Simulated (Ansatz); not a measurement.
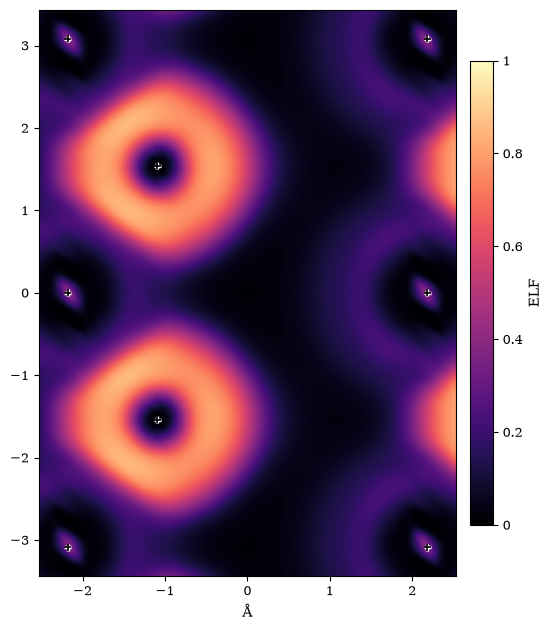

The electron localisation function on a plane through atoms (crosses mark nuclei in the plane).

Level of theory: DFT, r2SCAN, plane waves, PAW in Ansatz 0.2.0.

Candidates:
A. GaN, a = 4.36 Å, b = 4.36 Å, c = 4.36 Å, α = 90.00°, β = 90.00°, γ = 90.00°. Space group F-43m; started from the zincblende prototype, which need not be the ambient phase; changed on purpose from its base cell (hydrostatic strain -3.0%); computed pressure about 22 GPa in this cell.
B. BN, a = 3.47 Å, b = 3.47 Å, c = 3.47 Å, α = 90.00°, β = 90.00°, γ = 90.00°. Space group F-43m; started from the zincblende prototype, which need not be the ambient phase; changed on purpose from its base cell (hydrostatic strain -4.0%); computed pressure about 60 GPa in this cell.

Which system is this?

Candidate A: GaN on the (011) plane of the conventional cell, which holds Ga and N. Ga–N (1.89 Å): the ELF peaks at about 0.85 in the valence shell of N, 0.7 Å from its nucleus, and is about 0.50 at the midpoint.
